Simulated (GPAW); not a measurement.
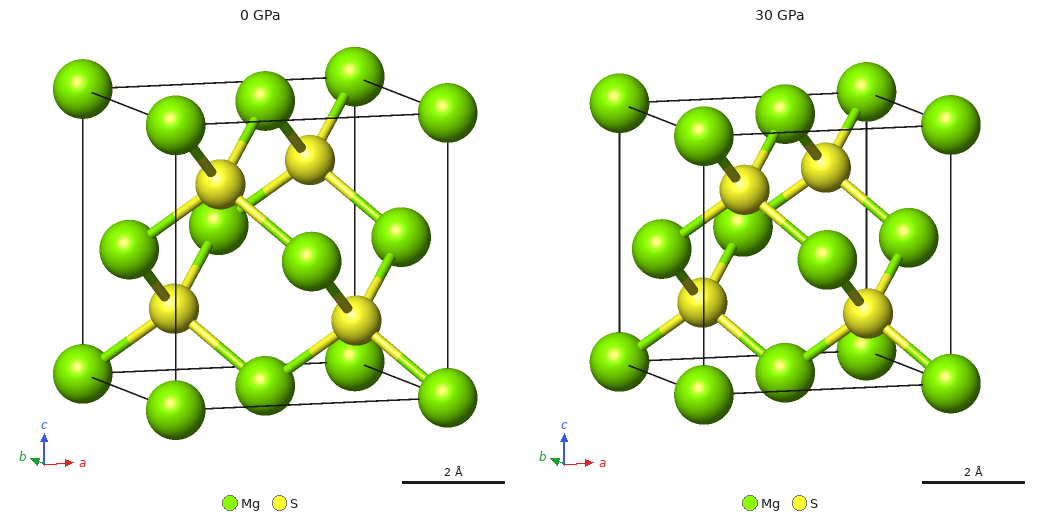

MgS, zinc blende type, space group F-43m (No. 216), relaxed (cell and atoms) under a series of hydrostatic pressures; the conventional cell is drawn at the lowest and the highest, to one scale (sticks follow a distance rule). The start was a structure listed in the Materials Project. It needn't be the stable form of this composition.

Alike in all runs: GPAW 26.7.0; functional PBEsol; potentials PAW data sets generated in the run's folder for this functional; cutoff 800 eV; k mesh 8 × 8 × 8 on the run's cell of 2 atoms; occupations fermi-dirac, width 0.05 eV; no spin polarisation; no spin-orbit coupling.

```tsv
pressure (GPa)	volume (Å³/atom)	a (Å)	gap (eV)
0.0	22.591	5.654	3.31
2.1	?	?	?
5.0	20.982	5.516	3.63
9.9	19.819	5.412	3.56
20.0	18.114	5.252	3.42
30.0	16.919	5.134	3.29
```

Q: What equation of state do the given rows imply, and what volume does it predict for the missing row?

A: The fit gives V0 = 22.59 Å³/atom, B0 = 58 GPa and B0′ = 4.0, which puts the volume at 2.1 GPa at 21.85 Å³/atom. The run gave volume 21.847 Å³/atom; a 5.591 Å; gap 3.48 eV.

Q: How does the gap move over the whole range?

A: It turns on the way: 3.31 eV at the start, 3.63 eV at 5 GPa and 3.29 eV at the end.

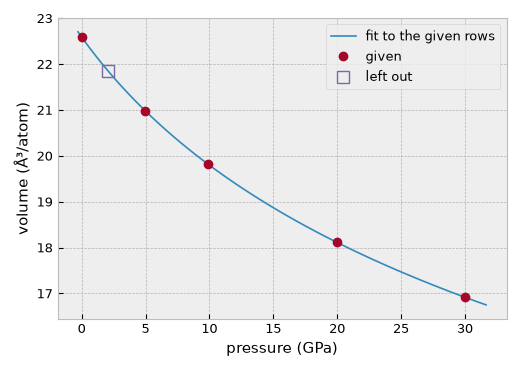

Volume against pressure, with the fit. The structure was kept in its own symmetry, so a change to another phase within this range wouldn't be seen. Gaps are the least found on the k-mesh, which can miss the band edges.

Caveat: later steps reuse the first step's grids.
